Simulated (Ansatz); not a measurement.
# SrCl2 (Fm-3m): phonons and vibrational spectra, part 2 of 3

How does SrCl2 (Fm-3m) vibrate, and is this structure a minimum?

Ansatz 0.2.0; DFT LDA, scalar-relativistic, plane waves, norm-conserving pseudopotentials.

So far. Step 3 (Tight relaxation): The forces vanish by symmetry and the pressure is -0.004 GPa, within the tolerances set. The cell now holds 26.19 Å³/atom. The relaxed cell has a = 6.799 Å (conventional setting).

## (4) Modes at Γ

The zone centre comes first: it holds the modes that light can see, as far as symmetry allows. The response to a homogeneous field gives the Born charges and the dielectric tensor, and its change with displacement the Raman tensors.

Contents of input.yaml:

```yaml
crystal:
  lattice:
    - [0.0, 3.3995957201, 3.3995957201]
    - [3.3995957201, 0.0, 3.3995957201]
    - [3.3995957201, 3.3995957201, 0.0]
  atoms:
    - { symbol: Sr, position: [0.0, 0.0, 0.0] }
    - { symbol: Cl, position: [0.25, 0.25, 0.25] }
    - { symbol: Cl, position: [0.75, 0.75, 0.75] }
kpoints:
  mp_grid: { grid: [6, 6, 6] }
hamiltonian:
  xc: lda
  pseudopotentials: { kind: nc }
scf:
  occupations: { method: fixed }
output:
  eigenvalues: true
phonons:
  method: dfpt
  dielectric: true
  rigid_motions: translations
  raman: true
```

Started as:

```sh
> ansatz run input.yaml --threads 4 --pin off --max-ram 7168MiB --backend cpu --events-out ev --progress --plain --runs-dir out
```

What it wrote:

```text
[...]
Crystal: 3 atoms, lattice volume = 78.580 Å³
Basis set: ecut = 925.187132 eV, 5029 PW (Γ), exchange–correlation on 96×96×96 points (8 copies of the dense FFT grid, shifted against one another)
Bands: 16, of which v1, the nominal top of the filled ones, is band 12 counted from 1 (11 counted from 0)
Symmetry: 48 space group operations
k-points: 46 of 216 (irreducible under 4 space group operations, time reversal used)
[...]
SCF iter   1: F=—  HF=-1834.005334 eV  |F-HF|=—  |Δ(HF+E_count)|=         —  Δρ=4.43e-2  dr2=2.91e0  ethr=3.10e-3  ⟨swp⟩=6.0  Hψ=4320  notcnv=0  defer=82
[...]
SCF iter   9: F=-1832.718642 eV  HF=-1832.718642 eV  |F-HF|=6.59e-12  |Δ(HF+E_count)|=  3.21e-11  Δρ=1.26e-7  dr2=8.59e-12  ethr=1.00e-12  ⟨swp⟩=12.0  Hψ=6688  notcnv=0
SCF 1 converged in 9 iterations: F = -1832.718642 eV  dr2 = 8.59e-12
NSCF: frozen V_eff on 2 k-points
DFPT response loops at Γ: preconditioner auto → none (the input reference at scf.mixing.eps_inf says where Resta's filter doesn't serve); β = 0.50; Broyden in place of MSR1
── the response to a field inside a basis, on 6×6×6 k-points: an SCF that follows is theirs, and a resumed run solves both again ──
Bands: 13, of which v1, the nominal top of the filled ones, is band 12 counted from 1 (11 counted from 0)
k-points: 28 of 216 (irreducible under 12 space group operations)
[...]
Eigensolver: Dense (28 Hₖ)
SCF iter   1: F=—  HF=-1832.715895 eV  |F-HF|=—  |Δ(HF+E_count)|=         —  Δρ=4.51e-5  dr2=2.05e-7  ethr=1.00e-1
[...]
SCF iter   4: F=-1832.715895 eV  HF=-1832.715895 eV  |F-HF|=4.55e-12  |Δ(HF+E_count)|=  3.52e-11  Δρ=9.96e-8  dr2=8.64e-12  ethr=1.00e-12
SCF 1 converged in 4 iterations: F = -1832.715895 eV  dr2 = 8.64e-12
[...]
SCF converged after 9 iterations
Free energy (F): -1832.718642 eV
[...]
Internal energy: -1832.718642 eV  (E = F + TS)
E sigma→0 (E₀):  -1832.718642 eV
Fermi energy:    3.676386 eV
[...]
--- Band table (eV; the first three rows and the last of 46) ---
  k-point 0: bands = [... 8 lower, 1.2094, 3.3001, 3.3001, 3.3001, 8.8532, 9.4572, 9.4572, 12.4353]
  k-point 1: bands = [... 8 lower, 1.4387, 2.9332, 3.1216, 3.1216, 9.4918, 9.7147, 9.7147, 11.5324]
  k-point 2: bands = [... 8 lower, 1.8709, 2.3271, 2.7443, 2.7443, 10.0937, 10.0937, 10.3092, 11.7410]
  k-point 45: bands = [... 8 lower, 2.1700, 2.3356, 3.2044, 3.2996, 9.6163, 10.4926, 11.0037, 11.1686]
--- Phonons (Γ-DFPT): 2 representative perturbations + reference, on 46 of 216 k-points (Σ response iterations 6) ---
  k mesh reduced under 4 symmetry operations, with k and −k counted as one. Each operation leaves every solved perturbation unchanged. A smaller set is not considered because the run solves the response to a homogeneous field
  ASR residual: 1.323e-4 → 0.000e0 eV/Å²; symmetrization residual: 1.819e-6 eV/Å²
  ASR residual per site (eV/Å²): 1.32e-4 1.27e-4 1.27e-4
  Γ frequencies (cm⁻¹): 0.00 0.00 0.00 155.32 155.32 155.32 191.53 191.53 191.53
  ε∞ (high-frequency dielectric tensor):
        3.129418    -0.000000    -0.000000
        0.000000     3.129418     0.000000
       -0.000000    -0.000000     3.129418
  ε⁰ (static dielectric tensor: ions relaxed, cell fixed):
        7.232696    -0.000000    -0.000000
       -0.000000     7.232696     0.000000
       -0.000000     0.000000     7.232696
  ε⁰ − ε∞ (ionic part):
        4.103279    -0.000000    -0.000000
       -0.000000     4.103279     0.000000
       -0.000000     0.000000     4.103279
  softest optical mode at Γ: 155.32 cm⁻¹; the repairs (sum rule, projections) moved no ω² at Γ by more than (1.05 cm⁻¹)²
  Born effective charges Z* (e; rows j = field, columns β = displacement):
    site 0:
         2.48893   -0.00000   -0.00000
         0.00000    2.48893    0.00000
         0.00000   -0.00000    2.48893
    site 1:
        -1.24447    0.00000    0.00000
        -0.00000   -1.24447   -0.00000
         0.00000    0.00000   -1.24447
    site 2:
        -1.24447   -0.00000    0.00000
        -0.00000   -1.24447   -0.00000
         0.00000    0.00000   -1.24447
  Z* charge neutrality: 1.476e-5 e pre-enforcement
  k-mesh period / interband length: 28.8 Å / 1.32 Å = 21.78 at k = (0.0000, 0.0000, 0.0000), direct gap 5.553 eV — 14 or more, which is no proof of convergence
  Raman tensors (in the event stream and the table raman_tensors.tsv): an entry may err by 1.1e-3 Å², one of the second-order susceptibility by 4.3e-20 pm/V (basis, points and sum rule); their sum over the sites missed zero by 6.476e-17 Å² ahead of its enforcement
  optical modes at Γ without the LO–TO term, one row a degenerate level:
      ω (cm⁻¹)  modes    IR ((D/Å)²/amu)  static Raman (Å⁴/amu)  depolarisation
        155.32      3            10.9407                 0.0000               —
        191.53      3             0.0000                10.7552           0.750
  optical modes at Γ + LO–TO along q̂ = [1.0000, 0.0000, 0.0000]:
      ω (cm⁻¹)  modes    IR ((D/Å)²/amu)  static Raman (Å⁴/amu)  depolarisation
        155.32      2             7.2938                 0.0000               —
        191.53      3             0.0000                10.7552           0.750
        236.12      1             3.6469                 0.0000               —
  optical modes at Γ + LO–TO along q̂ = [0.0000, 1.0000, 0.0000]:
      ω (cm⁻¹)  modes    IR ((D/Å)²/amu)  static Raman (Å⁴/amu)  depolarisation
        155.32      2             7.2938                 0.0000               —
        191.53      3             0.0000                10.7552           0.750
        236.12      1             3.6469                 0.0000               —
  optical modes at Γ + LO–TO along q̂ = [0.0000, 0.0000, 1.0000]:
      ω (cm⁻¹)  modes    IR ((D/Å)²/amu)  static Raman (Å⁴/amu)  depolarisation
        155.32      2             7.2938                 0.0000               —
        191.53      3             0.0000                10.7552           0.750
        236.12      1             3.6469                 0.0000               —
```

Elapsed: 1.9 min, on 4 threads of Arm Neoverse V1, shared host; peak memory 1.4 GiB.

The column dr2 measures how far the density is from self-consistency, as an energy; F and HF (Harris–Foulkes) agree once it is small.

Numbers from this step:

- sum-rule residual before enforcement: 1.32e-4 eV/Å²
- miss of the charge sum rule: 1.48e-5 e
- point group: m-3m
- highest optical mode at the zone centre (no LO-TO term): 191.5 cm⁻¹
- lowest optical zone-centre mode: 155.3 cm⁻¹
- mean high-frequency dielectric constant: 3.129
- largest Born charge (third of the trace): 2.489 e
- mean static dielectric constant: 7.233
- top of the zone-centre spectrum with the field: 236.1 cm⁻¹

Without the LO-TO term. Patterns of degenerate modes are one choice out of their space. Modes at Γ, with each element's share of the kinetic energy:

```
mode  frequency (cm⁻¹)  symmetry  Sr %  Cl %
   1               0.0  acoustic    55    45
   2               0.0  acoustic    55    45
   3               0.0  acoustic    55    45
   4             155.3       T1u    45    55
   5             155.3       T1u    45    55
   6             155.3       T1u    45    55
   7             191.5       T2g     0   100
   8             191.5       T2g     0   100
   9             191.5       T2g     0   100
```

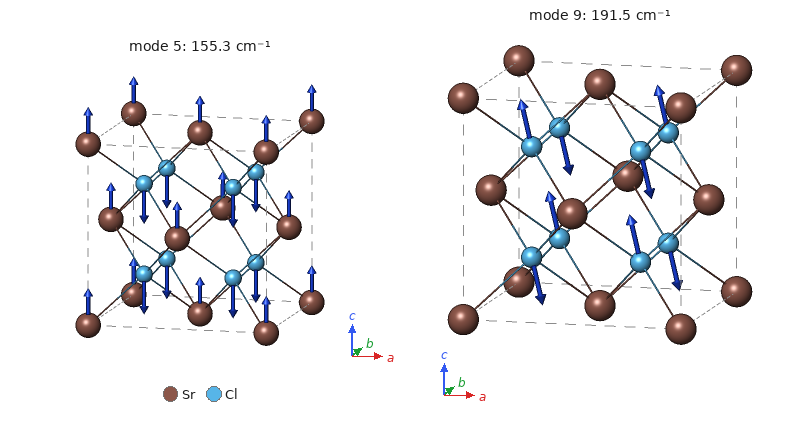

Displacement patterns of modes 5 and 9 at Γ; arrows are exaggerated. Some periodic images of atoms are drawn too.

Optical modes at the zone centre, without and with the macroscopic field of the longitudinal modes; each column is sorted by frequency, so a row need not hold one and the same mode. Modes with and without the field, by row:

```csv
rank among optical modes,no field (cm⁻¹),"q along (1, 0, 0) (cm⁻¹)"
1,155.3,155.3
2,155.3,155.3
3,155.3,191.5
4,191.5,191.5
5,191.5,191.5
6,191.5,236.1
```

Born charge (rows field, columns displacement) (e), principal values of the symmetric part by kind of site:

| atom | atoms with these values | low | middle | high | mean |
| --- | --- | --- | --- | --- | --- |
| Sr1 | 1 | 2.49 | 2.49 | 2.49 | 2.49 |
| Cl2 | 2 | -1.24 | -1.24 | -1.24 | -1.24 |

In full for Sr1:

```
2.49 0.00 0.00
0.00 2.49 0.00
0.00 0.00 2.49
```

High-frequency dielectric tensor:

```
3.13 0.00 0.00
0.00 3.13 0.00
0.00 0.00 3.13
```

Static dielectric tensor (ions relaxed, fixed cell):

```
7.23 0.00 0.00
0.00 7.23 0.00
0.00 0.00 7.23
```

Transverse modes. Infrared lines, with heights relative to the strongest:

```
position (cm⁻¹)  label  relative intensity
            155    T1u                 100
            192    T2g                 0.0
```

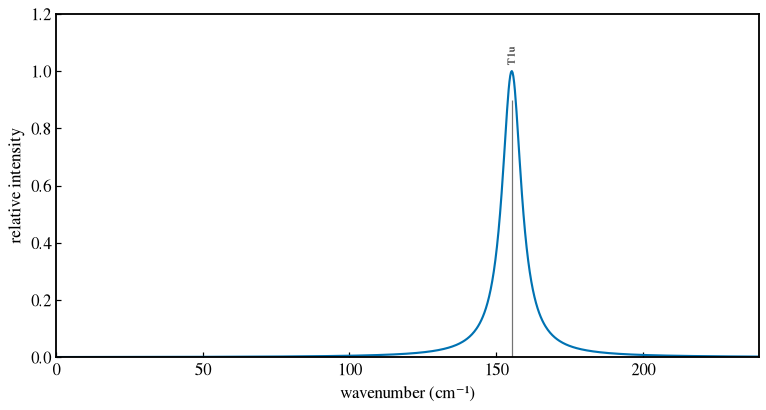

The infrared spectrum, broadened with Lorentzians of width 8 cm⁻¹; bars mark the lines.

Activity x (w_L - w)^4 (n + 1)/w, 532 nm, 300 K; modes without the macroscopic field alone. Lines of the Raman spectrum (strongest = 100):

| position (cm⁻¹) | label | relative intensity |
| --- | --- | --- |
| 155 | T1u | 0.0 |
| 192 | T2g | 100 |

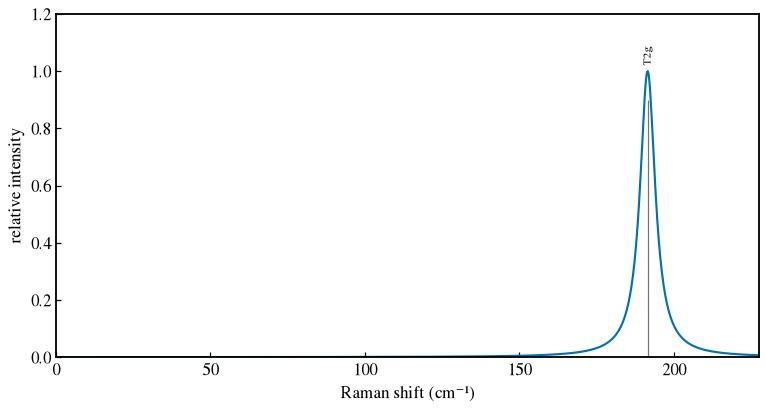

The Raman spectrum, broadened with Lorentzians of width 6 cm⁻¹; bars mark the lines.

Before it was imposed, the acoustic sum rule was missed by 1.3e-4 eV/Å² and the charge sum rule by 1.5e-5 e. Small misses are needed for a sound result but don't prove that mesh and cutoff are converged. The lowest optical mode is real, 155 cm⁻¹.

## (5) Response at finite wavevector

Stability and thermal properties need the whole zone. Linear response on a 2×2×2 q mesh gives force constants as far as a supercell of that size would, and the tensors from the zone-centre run are typed in so that the long-range dipole term is interpolated apart.

input.yaml, the sections that differ from step 4:

```yaml
phonons:
  method: dfpt
  qmesh: [2, 2, 2]
  temperatures: { t_max: 1000, t_step: 50 }
  qpath:
    path:
      - [[0.0, 0.0, 0.0], [0.5, 0.0, 0.5], [0.625, 0.25, 0.625]]
      - [[0.375, 0.375, 0.75], [0.0, 0.0, 0.0], [0.5, 0.5, 0.5], [0.5, 0.25, 0.75], [0.5, 0.0, 0.5]]
    npoints: 10
  non_analytic_term:
    high_frequency_dielectric_tensor: [[3.1294, 0.0, 0.0], [0.0, 3.1294, 0.0], [0.0, 0.0, 3.1294]]
    born_effective_charges:
      - { species: Sr, tensor: [[2.4889, 0.0, 0.0], [0.0, 2.4889, 0.0], [0.0, 0.0, 2.4889]] }
      - { species: Cl, tensor: [[-1.2445, 0.0, 0.0], [0.0, -1.2445, 0.0], [0.0, 0.0, -1.2445]] }
      - { species: Cl, tensor: [[-1.2445, 0.0, 0.0], [0.0, -1.2445, 0.0], [0.0, 0.0, -1.2445]] }
    source: "zone-centre run at this cell"
# crystal, kpoints, hamiltonian, scf, output: as in step 4
```

What it wrote:

```text
Warning: phonons: the dynamical matrix that this run interpolates holds no multipole term above the dipole-dipole one, and a site of this crystal is no centre of inversion, so its interpolated transverse optical and acoustic branches and sound speeds can stay off near Gamma, and the density of states and the thermodynamics with them. What a run solves at a wave vector of phonons.qpoints, Gamma apart, where the deck admits one, is free of this, and under fd what a larger phonons.supercell samples
[...]
Crystal: 3 atoms, lattice volume = 78.580 Å³
Basis set: ecut = 925.187132 eV, 5029 PW (Γ), exchange–correlation on 96×96×96 points (8 copies of the dense FFT grid, shifted against one another)
Bands: 16, of which v1, the nominal top of the filled ones, is band 12 counted from 1 (11 counted from 0)
Symmetry: 48 space group operations
k-points: 16 of 216
[...]
SCF iter   1: F=—  HF=-1834.005296 eV  |F-HF|=—  |Δ(HF+E_count)|=         —  Δρ=4.42e-2  dr2=2.91e0  ethr=3.10e-3  ⟨swp⟩=6.0  Hψ=1483  notcnv=0  defer=28
[...]
SCF iter   9: F=-1832.718642 eV  HF=-1832.718642 eV  |F-HF|=5.46e-12  |Δ(HF+E_count)|=  2.82e-11  Δρ=1.18e-7  dr2=7.65e-12  ethr=1.00e-12  ⟨swp⟩=9.7  Hψ=2441  notcnv=0
SCF 1 converged in 9 iterations: F = -1832.718642 eV  dr2 = 7.65e-12
[...]
DFPT response loops at q = (0, 0, 0) (fractional): preconditioner auto → none (the input reference at scf.mixing.eps_inf says where Resta's filter doesn't serve); β = 0.50; Broyden in place of MSR1
[...]
SCF converged after 9 iterations
Free energy (F): -1832.718642 eV
[...]
Internal energy: -1832.718642 eV  (E = F + TS)
E sigma→0 (E₀):  -1832.718642 eV
Fermi energy:    3.676386 eV
[...]
--- Band table (eV; the first three rows and the last of 16) ---
  k-point 0: bands = [... 8 lower, 1.2094, 3.3001, 3.3001, 3.3001, 8.8532, 9.4572, 9.4572, 12.4353]
  k-point 1: bands = [... 8 lower, 1.4387, 2.9332, 3.1216, 3.1216, 9.4918, 9.7147, 9.7147, 11.5324]
  k-point 2: bands = [... 8 lower, 1.8709, 2.3271, 2.7443, 2.7443, 10.0937, 10.0937, 10.3092, 11.7410]
  k-point 15: bands = [... 8 lower, 1.9170, 2.7186, 3.2685, 3.5931, 9.3047, 10.7628, 10.8093, 11.0919]
--- Phonons (Γ-DFPT): 2 representative perturbations + reference (Σ response iterations 6) ---
  ASR residual: 1.563e-4 → 0.000e0 eV/Å²; symmetrization residual: 1.569e-6 eV/Å²
  ASR residual per site (eV/Å²): 1.51e-4 1.56e-4 1.56e-4
  Γ frequencies (cm⁻¹): 0.00 0.00 0.00 155.32 155.32 155.32 191.53 191.53 191.53
--- Phonons (arbitrary-q DFPT): 3 irreducible q on the 2×2×2 mesh ---
  q = [0.0000, 0.0000, 0.0000] (star 1, of the zone-centre solve; hermiticity 9.03e-7, symmetrization 1.77e-14): -0.00 -0.00 -0.00 155.32 155.32 155.32 191.53 191.53 191.53
  q = [0.0000, 0.0000, -0.5000] (star 4, 2 solved perturbations on 68 of 216 k-point pairs; hermiticity 9.59e-7, symmetrization 4.52e-8, the responses' own estimated error 1.3e-4 eV/Å²): 69.14 69.14 140.14 168.35 168.35 172.61 172.95 172.95 185.69
  q = [0.0000, -0.5000, -0.5000] (star 3, 4 solved perturbations in 152 linear systems a pass and spin channel, the states on 46 of 216 k-point pairs; hermiticity 4.97e-7, symmetrization 6.59e-9, the responses' own estimated error 1.3e-4 eV/Å²): 84.25 84.25 90.12 116.04 116.04 158.70 200.74 200.74 216.83
  sum rule: each row above includes the acoustic sum rule's correction from the zone centre's row sums; it moved no ω² by more than (1.09 cm⁻¹)²
  mesh force constants: q→R imaginary residual 2.97e-17; ASR residual 1.563e-4 → 0.000e0 eV/Å²; symmetrization residual 4.441e-15 eV/Å²
  interpolated dispersion: 63 rows × 9 modes
  density of states and harmonic sums: on the 16×16×16 q-mesh, interpolated from the force constants of a 2×2×2 supercell (with the dipole–dipole term of supplied tensors)
  largest difference from the sums on the solved wave vectors: F 7.75e-2 eV, S 1.10e-4 and C_V 3.22e-5 eV/K
  zero-point energy: 0.080213 eV/cell   skipped modes (ω ≤ 0): 3   left out of the sums: 8.14e-5 of the cell's modes: C_V's classical limit lies that fraction below 3 k_B per atom; for a crystal, a wire or a layer, F and S can be off by more, and a phonons.interpolated_qmesh denser along its periods is the remedy for the sampling
```

Elapsed: 34 s, on 4 threads; peak memory 0.83 GiB.

Numbers from this step:

```
sum-rule residual before enforcement                    : 1.56e-4 eV/Å²
lowest frequency on the path                            : 0 cm⁻¹
highest frequency on the path or at a solved wavevector : 236.1 cm⁻¹
mean frequency                                          : 143.8 cm⁻¹
Debye temperature (second moment)                       : 282 K
logarithmic mean frequency                              : 133.7 cm⁻¹
lowest mode on the q mesh (acoustic modes at Γ apart)   : 69.14 cm⁻¹
zero-point energy per atom                              : 26.74 meV
heat capacity at 300 K                                  : 23.88 J/(mol atoms K)
vibrational entropy at 300 K                            : 36.56 J/(mol atoms K)
```

Frequencies (cm⁻¹) solved at each irreducible wavevector; negative means imaginary. Frequencies by wavevector, by row:

```
q in reciprocal lattice units  star  mode 1  mode 2  mode 3  mode 4  mode 5  mode 6  mode 7  mode 8  mode 9
                        0 0 0     1       0       0       0   155.3   155.3   155.3   191.5   191.5   191.5
                     0 0 -0.5     4    69.1    69.1   140.1   168.3   168.3   172.6   172.9   172.9   185.7
                  0 -0.5 -0.5     3    84.2    84.2    90.1     116     116   158.7   200.7   200.7   216.8
```

Interpolated from a 2×2×2 q mesh, with the LO-TO term (at Γ the limit along the path; where Γ stands inside the path, tables give the limit on arrival). Phonon branches along the path, in cm⁻¹:

```csv
point,branch 1,branch 2,branch 3,branch 4,branch 5,branch 6,branch 7,branch 8,branch 9
Γ,0,0,0,155,155,192,192,192,236
X,84,84,90,116,116,159,201,201,217
U,83,100,109,122,129,151,194,195,212
jump to K,83,100,109,122,129,151,194,195,212
Γ,0,0,0,155,155,192,192,192,236
L,69,69,140,168,168,173,173,173,186
W,92,106,107,119,119,170,170,206,210
X,84,84,90,116,116,159,201,201,217
```

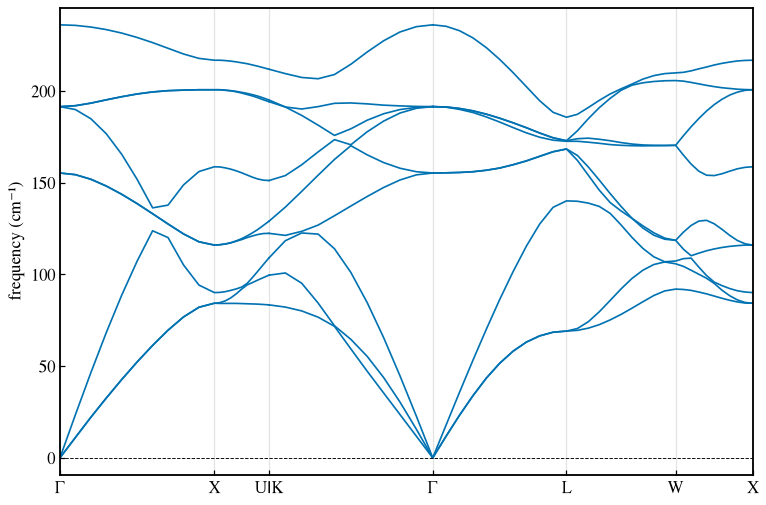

Phonon branches along the path.

The phonon density of states has structure finer than the step of the table below, so its rows give means over 10 cm⁻¹, whole bins alone (the curve runs from 1 to 237 cm⁻¹). Peaks (cm⁻¹: height): 83.0: 0.0645, 129.0: 0.0890, 153.0: 0.0712, 177.0: 0.0643, 193.0: 0.105.

Tetrahedra on a 16×16×16 mesh, mean over bins of 2 cm-1. Interpolated from a 2×2×2 q mesh. Table of phonon density of states by wavenumber; means over each step:

```csv
wavenumber (cm⁻¹),phonon density of states (1/cm⁻¹/cell)
10,2.7e-4
20,0.00146
30,0.00364
40,0.00714
50,0.0128
60,0.0228
70,0.0472
80,0.0599
90,0.0362
100,0.0317
110,0.0243
120,0.0617
130,0.0809
140,0.0528
150,0.0603
160,0.0536
170,0.0401
180,0.0524
190,0.0787
200,0.0897
210,0.0520
220,0.0225
230,0.00764
```

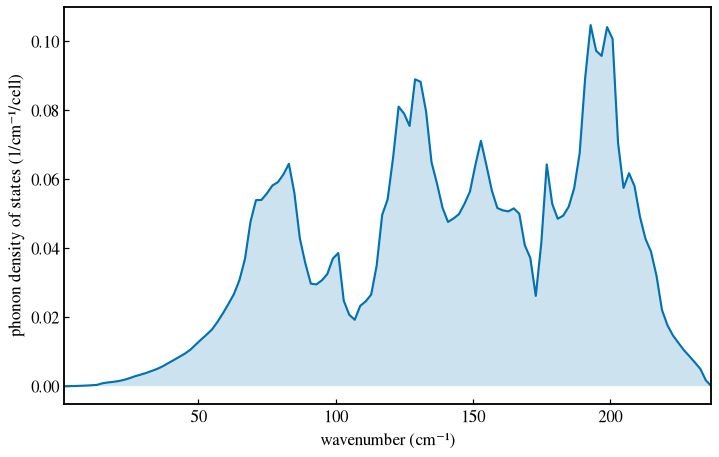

Phonon density of states against wavenumber.

The partial phonon density of states has structure finer than the step of the table below, so its rows give means over 20 cm⁻¹, whole bins alone (the curve runs from -10 to 253 cm⁻¹). Peaks (cm⁻¹: height): Cl 127.1: 0.0495, 160.1: 0.0475, 196.5: 0.0925; Sr 80.9: 0.0467, 132.1: 0.0423, 153.5: 0.0219.

Phonopy on the run's constants, 15x15x15 mesh, Gaussian sigma 2.0 cm-1. Interpolated from a 2×2×2 q mesh. Table of partial phonon density of states by wavenumber; means over each step; values in 1/cm⁻¹/cell:

| wavenumber (cm⁻¹) | Cl | Sr |
| --- | --- | --- |
| 0 | 2.0e-5 | 2.6e-5 |
| 20 | 7.8e-4 | 0.00105 |
| 40 | 0.00286 | 0.00452 |
| 60 | 0.00789 | 0.0176 |
| 80 | 0.0123 | 0.0408 |
| 100 | 0.0161 | 0.0134 |
| 120 | 0.0349 | 0.0224 |
| 140 | 0.0394 | 0.0217 |
| 160 | 0.0406 | 0.0124 |
| 180 | 0.0473 | 0.00474 |
| 200 | 0.0765 | 0.00603 |
| 220 | 0.0205 | 0.00459 |
| 240 | 9.7e-4 | 6.6e-4 |

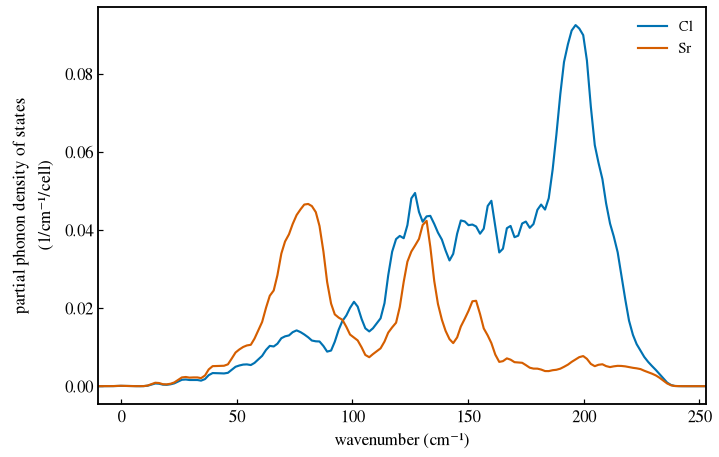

Partial phonon density of states against wavenumber.

(Continued in part 3 of 3.)

[Logs are printed without paths, hosts, clocks, repeated set-up lines and the standing remarks that a program may print on its own settings, such as how far it seeks lower states.]

[Hosts, paths, dates, database ids (printed as entryN), source tags and the programs' standing remarks are cut or masked in the printed files.]
